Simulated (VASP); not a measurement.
## C: geometry relaxation (part 3 of 3)

The same run, continued: C (4 atoms in the cell); Kohn-Sham DFT of a periodic cell, PBEsol, VASP PAW PBE potentials, recommended, no spin polarisation (VASP 6.6.1); cutoff 520 eV, 15×15×6 k-mesh, Gaussian smearing of 0.02 eV. The structure derives from an entry of the Crystallography Open Database.

Geometry of the input (Å; fractional positions):
```
2.4560  0.0000  0.0000
-1.2280  2.1270  0.0000
0.0000  0.0000  6.6960
C  0.0000  0.0000  0.7500
C  0.0000  0.0000  0.2500
C  0.3333  0.6667  0.7500
C  0.6667  0.3333  0.2500
```

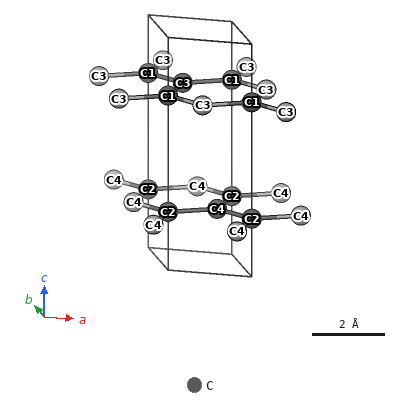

The geometry at step 4 of the log (ball-and-stick view of the cell of the calculation, seen slightly off an axis; neighbours outside the cell are drawn fainter; atoms are numbered from 1 in the order of the input).

Parts of OUTCAR, continued
```
  FORCE on cell =-STRESS in cart. coord.  units (eV):
  Direction    XX          YY          ZZ          XY          YZ          ZX
  --------------------------------------------------------------------------------------
  -------------------------------------------------------------------------------------
  Total       -0.0577366     -0.0577366      0.2051982      0.0000000      0.0000000      0.0000000
  in kB       -2.5943814     -2.5943814      9.2205283      0.0000000      0.0000000      0.0000000
  external PRESSURE =       1.3439218 kB  Pullay stress =       0.0000000 kB

 VOLUME and BASIS-vectors are now :
 -----------------------------------------------------------------------------
  energy-cutoff  :      520.00
  volume of cell :       35.66
      direct lattice vectors                 reciprocal lattice vectors
     2.461320741  0.000000000  0.000000000     0.406285936  0.234569294  0.000000000
    -1.230660370  2.131566287 -0.000000000     0.000000000  0.469138589  0.000000000
    -0.000000000 -0.000000000  6.796122323     0.000000000  0.000000000  0.147142731

 POSITION                                       TOTAL-FORCE (eV/Angst)
 -----------------------------------------------------------------------------------
     -0.00000     -0.00000      5.09709        -0.000000      0.000000     -0.000000
      0.00000     -0.00000      1.69903        -0.000000     -0.000000      0.000000
     -0.00000      1.42104      5.09709         0.000000     -0.000000      0.000000
      1.23066      0.71052      1.69903         0.000000      0.000000     -0.000000
 -----------------------------------------------------------------------------------
    total drift:                               -0.000000      0.000000     -0.000000

  FREE ENERGIE OF THE ION-ELECTRON SYSTEM (eV)
  ---------------------------------------------------
  free  energy   TOTEN  =       -38.5702135900 eV

  energy  without entropy=      -38.5700290786  energy(sigma->0) =      -38.57012133

--------------------------------------- Ionic step        6  -------------------------------------------

 number of electron      15.9999995 magnetization

------------------------ aborting loop because EDIFF is reached ----------------------------------------

  FORCE on cell =-STRESS in cart. coord.  units (eV):
  Direction    XX          YY          ZZ          XY          YZ          ZX
  --------------------------------------------------------------------------------------
  -------------------------------------------------------------------------------------
  Total       -0.0293985     -0.0293985      0.1025679      0.0000000      0.0000000      0.0000000
  in kB       -1.2948859     -1.2948859      4.5177041      0.0000000      0.0000000      0.0000000
  external PRESSURE =       0.6426441 kB  Pullay stress =       0.0000000 kB

 VOLUME and BASIS-vectors are now :
 -----------------------------------------------------------------------------
  energy-cutoff  :      520.00
  volume of cell :       36.38
      direct lattice vectors                 reciprocal lattice vectors
     2.461153330  0.000000000  0.000000000     0.406313572  0.234585250  0.000000000
    -1.230576665  2.131421305 -0.000000000     0.000000000  0.469170500  0.000000000
    -0.000000000 -0.000000000  6.934195783     0.000000000  0.000000000  0.144212830

 POSITION                                       TOTAL-FORCE (eV/Angst)
 -----------------------------------------------------------------------------------
     -0.00000     -0.00000      5.20065         0.000000     -0.000000      0.000000
     -1.23058      2.13142      1.73355        -0.000000     -0.000000     -0.000000
     -0.00000      1.42095      5.20065        -0.000000     -0.000000      0.000000
      1.23058      0.71047      1.73355        -0.000000      0.000000      0.000000
 -----------------------------------------------------------------------------------
    total drift:                               -0.000000      0.000000     -0.000000

  FREE ENERGIE OF THE ION-ELECTRON SYSTEM (eV)
  ---------------------------------------------------
  free  energy   TOTEN  =       -38.5733045342 eV

  energy  without entropy=      -38.5731038302  energy(sigma->0) =      -38.57320418

--------------------------------------- Ionic step        7  -------------------------------------------

 number of electron      15.9999995 magnetization

------------------------ aborting loop because EDIFF is reached ----------------------------------------

  FORCE on cell =-STRESS in cart. coord.  units (eV):
  Direction    XX          YY          ZZ          XY          YZ          ZX
  --------------------------------------------------------------------------------------
  -------------------------------------------------------------------------------------
  Total        0.0155633      0.0155633     -0.0642504      0.0000000      0.0000000      0.0000000
  in kB        0.6594278      0.6594278     -2.7223280      0.0000000      0.0000000      0.0000000
  external PRESSURE =      -0.4678242 kB  Pullay stress =       0.0000000 kB

 VOLUME and BASIS-vectors are now :
 -----------------------------------------------------------------------------
  energy-cutoff  :      520.00
  volume of cell :       37.81
      direct lattice vectors                 reciprocal lattice vectors
     2.460818508  0.000000000  0.000000000     0.406368855  0.234617168  0.000000000
    -1.230409254  2.131131341 -0.000000000     0.000000000  0.469234336  0.000000000
    -0.000000000 -0.000000000  7.210342704     0.000000000  0.000000000  0.138689663

 POSITION                                       TOTAL-FORCE (eV/Angst)
 -----------------------------------------------------------------------------------
     -0.00000     -0.00000      5.40776        -0.000000      0.000000     -0.000000
      0.00000     -0.00000      1.80259         0.000000     -0.000000      0.000000
     -0.00000      1.42075      5.40776         0.000000     -0.000000      0.000000
      1.23041      0.71038      1.80259        -0.000000      0.000000     -0.000000
 -----------------------------------------------------------------------------------
    total drift:                               -0.000000      0.000000     -0.000000

  FREE ENERGIE OF THE ION-ELECTRON SYSTEM (eV)
  ---------------------------------------------------
  free  energy   TOTEN  =       -38.5740043101 eV

  energy  without entropy=      -38.5737846434  energy(sigma->0) =      -38.57389448

--------------------------------------- Ionic step        8  -------------------------------------------

 number of electron      15.9999995 magnetization

 Free energy of the ion-electron system (eV)
  ---------------------------------------------------
  ext. energy  EPLUGINS =         0.00000000
  ---------------------------------------------------
  free energy    TOTEN  =       -38.57449144 eV

  energy without entropy =      -38.57427732  energy(sigma->0) =      -38.57438438

 E-fermi :   4.1416     XC(G=0): -10.1545     alpha+bet :-10.7594

 val. band max:        4.1395781426   @ k =   0.3333   0.3333   0.5000
 cond. band min:       4.1465634902   @ k =   0.3333   0.3333   0.3333
 fundamental gap:      0.0069853476
 Fermi energy:         4.1415761949

 k-point     1 :       0.0000    0.0000    0.0000
  band No.  band energies     occupation
      1     -15.4663      2.00000
      2     -15.2706      2.00000
      3      -4.2421      2.00000
      4      -2.7486      2.00000
      5       1.1562      2.00000
      6       1.1562      2.00000
      7       1.1663      2.00000
      8       1.1663      2.00000
      9       7.7793      0.00000
     10      12.4729      0.00000
     11      12.4729      0.00000
     12      12.5042      0.00000

 k-point     2 :       0.0667    0.0000    0.0000
  band No.  band energies     occupation
      1     -15.3601      2.00000
      2     -15.1658      2.00000
      3      -4.1129      2.00000
      4      -2.6260      2.00000
      5       0.7280      2.00000
      6       0.7443      2.00000
      7       0.9287      2.00000
      8       0.9429      2.00000
      9       7.9107      0.00000
     10      12.5131      0.00000
     11      12.5608      0.00000
     12      12.9286      0.00000

 k-point     3 :       0.1333    0.0000    0.0000
  band No.  band energies     occupation
      1     -15.0423      2.00000
      2     -14.8521      2.00000
      3      -3.7268      2.00000
      4      -2.2605      2.00000
      5      -0.4090      2.00000
      6      -0.3791      2.00000
      7       0.3552      2.00000
      8       0.3757      2.00000
      9       8.3060      0.00000
     10      12.5058      0.00000
     11      12.5996      0.00000
     12      13.6293      0.00000

 k-point     4 :       0.2000   -0.0000    0.0000
  band No.  band energies     occupation
      1     -14.5152      2.00000
      2     -14.3315      2.00000
      3      -3.0899      2.00000
      4      -1.9689      2.00000
      5      -1.9223      2.00000
      6      -1.6604      2.00000
      7      -0.3590      2.00000
      8      -0.3341      2.00000
      9       8.9647      0.00000
     10      12.3338      0.00000
     11      12.4871      0.00000
     12      12.6055      0.00000

 k-point     5 :       0.2667    0.0000    0.0000
  band No.  band energies     occupation
      1     -13.7829      2.00000
      2     -13.6085      2.00000
      3      -3.7155      2.00000
      4      -3.6508      2.00000
      5      -2.2147      2.00000
      6      -1.0523      2.00000
      7      -1.0244      2.00000
      8      -0.8438      2.00000
      9       9.8818      0.00000
     10      10.7326      0.00000
     11      11.2321      0.00000
     12      12.0596      0.00000

 [... the levels of 18 k-points are left out ...]

 k-point    24 :       0.4000    0.2000    0.0000
  band No.  band energies     occupation
      1      -9.4945      2.00000
      2      -9.4282      2.00000
      3      -8.5558      2.00000
      4      -8.5114      2.00000
      5      -4.7349      2.00000
      6      -4.6712      2.00000
      7       2.3484      2.00000
      8       2.8421      2.00000
      9       5.4296      0.00000
     10       5.5833      0.00000
     11      14.7507      0.00000
     12      15.2745      0.00000

 [... further k-points ...]

------------------------ aborting loop because EDIFF is reached ----------------------------------------

  FORCE on cell =-STRESS in cart. coord.  units (eV):
  Direction    XX          YY          ZZ          XY          YZ          ZX
  --------------------------------------------------------------------------------------
  -------------------------------------------------------------------------------------
  Total        0.0001514      0.0001514     -0.0031988     -0.0000000     -0.0000000      0.0000000
  in kB        0.0065110      0.0065110     -0.1375513     -0.0000000     -0.0000000      0.0000000
  external PRESSURE =      -0.0415097 kB  Pullay stress =       0.0000000 kB

 VOLUME and BASIS-vectors are now :
 -----------------------------------------------------------------------------
  energy-cutoff  :      520.00
  volume of cell :       37.26
      direct lattice vectors                 reciprocal lattice vectors
     2.460947442  0.000000000  0.000000000     0.406347565  0.234604876  0.000000000
    -1.230473721  2.131243001 -0.000000000     0.000000000  0.469209752  0.000000000
    -0.000000000 -0.000000000  7.104003321     0.000000000  0.000000000  0.140765700

 POSITION                                       TOTAL-FORCE (eV/Angst)
 -----------------------------------------------------------------------------------
     -0.00000     -0.00000      5.32800        -0.000000      0.000000      0.000000
      0.00000     -0.00000      1.77600         0.000000     -0.000000      0.000000
     -0.00000      1.42083      5.32800         0.000000     -0.000000     -0.000000
      1.23047      0.71041      1.77600        -0.000000      0.000000     -0.000000
 -----------------------------------------------------------------------------------
    total drift:                               -0.000000      0.000000     -0.000000

  FREE ENERGIE OF THE ION-ELECTRON SYSTEM (eV)
  ---------------------------------------------------
  free  energy   TOTEN  =       -38.5744914387 eV

  energy  without entropy=      -38.5742773169  energy(sigma->0) =      -38.57438438

 reached required accuracy - stopping structural energy minimisation
```

CONTCAR
```
C
   1.00000000000000
     2.4609474424266060    0.0000000000000000    0.0000000000000000
    -1.2304737212133030    2.1312430008151773   -0.0000000000000000
    -0.0000000000000000   -0.0000000000000000    7.1040033205933550
  C
     4
Direct
     0.0000000000000000    0.0000000000000000    0.7500000000000000
     0.0000000000000000    0.0000000000000000    0.2500000000000000
     0.3333333300000021    0.6666666699999979    0.7500000000000000
     0.6666666699999979    0.3333333300000021    0.2500000000000000

  0.00000000E+00  0.00000000E+00  0.00000000E+00
  0.00000000E+00  0.00000000E+00  0.00000000E+00
  0.00000000E+00  0.00000000E+00  0.00000000E+00
  0.00000000E+00  0.00000000E+00  0.00000000E+00
```

Trajectory as extended XYZ (Å, eV, eV/Å), 8 frames, from step=0 to step=7
```
4
Lattice="2.4560 0.0000 0.0000 -1.2280 2.1270 0.0000 0.0000 0.0000 6.6960" Properties=species:S:1:pos:R:3:forces:R:3 step=0 energy=-38.56553
C     0.0000    0.0000    5.0220    0.0000   0.0000   0.0000
C     0.0000    0.0000    1.6740    0.0000   0.0000   0.0000
C     0.0000    1.4180    5.0220    0.0000   0.0000   0.0000
C     1.2280    0.7090    1.6740    0.0000   0.0000   0.0000
4
Lattice="2.4717 0.0000 0.0000 -1.2359 2.1406 -0.0000 0.0000 -0.0000 6.7194" Properties=species:S:1:pos:R:3:forces:R:3 step=1 energy=-38.56207
C     2.4717    0.0000    5.0395    0.0000   0.0000   0.0000
C     1.2359    2.1406    1.6798    0.0000   0.0000   0.0000
C     0.0000    1.4271    5.0395    0.0000   0.0000   0.0000
C     1.2359    0.7135    1.6798    0.0000   0.0000   0.0000
4
Lattice="2.4614 0.0000 0.0000 -1.2307 2.1317 -0.0000 0.0000 -0.0000 6.7041" Properties=species:S:1:pos:R:3:forces:R:3 step=2 energy=-38.56687
C     0.0000    0.0000    5.0281    0.0000   0.0000   0.0000
C     0.0000    0.0000    1.6760    0.0000   0.0000   0.0000
C     0.0000    1.4211    5.0281    0.0000   0.0000   0.0000
C     1.2307    0.7106    1.6760    0.0000   0.0000   0.0000
4
Lattice="2.4614 0.0000 0.0000 -1.2307 2.1316 -0.0000 -0.0000 -0.0000 6.7271" Properties=species:S:1:pos:R:3:forces:R:3 step=3 energy=-38.56782
C     0.0000    0.0000    5.0453    0.0000   0.0000   0.0000
C    -1.2307    2.1316    1.6818    0.0000   0.0000   0.0000
C     0.0000    1.4211    5.0453    0.0000   0.0000   0.0000
C     1.2307    0.7105    1.6818    0.0000   0.0000   0.0000
4
Lattice="2.4613 0.0000 0.0000 -1.2307 2.1316 -0.0000 -0.0000 -0.0000 6.7961" Properties=species:S:1:pos:R:3:forces:R:3 step=4 energy=-38.57021
C     0.0000    0.0000    5.0971    0.0000   0.0000   0.0000
C     0.0000    0.0000    1.6990    0.0000   0.0000   0.0000
C     0.0000    1.4210    5.0971    0.0000   0.0000   0.0000
C     1.2307    0.7105    1.6990    0.0000   0.0000   0.0000
4
Lattice="2.4612 0.0000 0.0000 -1.2306 2.1314 -0.0000 -0.0000 -0.0000 6.9342" Properties=species:S:1:pos:R:3:forces:R:3 step=5 energy=-38.57330
C     0.0000    0.0000    5.2006    0.0000   0.0000   0.0000
C    -1.2306    2.1314    1.7335    0.0000   0.0000   0.0000
C     0.0000    1.4209    5.2006    0.0000   0.0000   0.0000
C     1.2306    0.7105    1.7335    0.0000   0.0000   0.0000
4
Lattice="2.4608 0.0000 0.0000 -1.2304 2.1311 -0.0000 -0.0000 -0.0000 7.2103" Properties=species:S:1:pos:R:3:forces:R:3 step=6 energy=-38.57400
C     0.0000    0.0000    5.4078    0.0000   0.0000   0.0000
C     0.0000    0.0000    1.8026    0.0000   0.0000   0.0000
C     0.0000    1.4208    5.4078    0.0000   0.0000   0.0000
C     1.2304    0.7104    1.8026    0.0000   0.0000   0.0000
4
Lattice="2.4609 0.0000 0.0000 -1.2305 2.1312 -0.0000 -0.0000 -0.0000 7.1040" Properties=species:S:1:pos:R:3:forces:R:3 step=7 energy=-38.57449
C     0.0000    0.0000    5.3280    0.0000   0.0000   0.0000
C     0.0000    0.0000    1.7760    0.0000   0.0000   0.0000
C     0.0000    1.4208    5.3280    0.0000   0.0000   0.0000
C     1.2305    0.7104    1.7760    0.0000   0.0000   0.0000
```

Results in brief

- outcome: converged
- space group (tolerance 0.01 Å): P6₃/mmc (194)
- electrons treated: 16
- free energy: −38.5745 eV
- Fermi energy: 4.142 eV
- gap on the k-point mesh: none (metallic)
- pressure: 0.00 GPa
- final volume: 37.26 Å³
- largest force (length of the vector) at the end: under 0.001 eV/Å
- final cell: a = 2.461 Å, b = 2.461 Å, c = 7.104 Å, α = 90.00°, β = 90.00°, γ = 120.00°
- hardware: 1 thread of Intel Xeon (Granite Rapids), 64 GiB of memory available, shared host
- wall time: 95 s
- peak memory: 0.16 GiB

Remarks

The volume changed by more than 5 % on the plane waves of the start, so the result carries a basis error; a second relaxation from the end is advised.
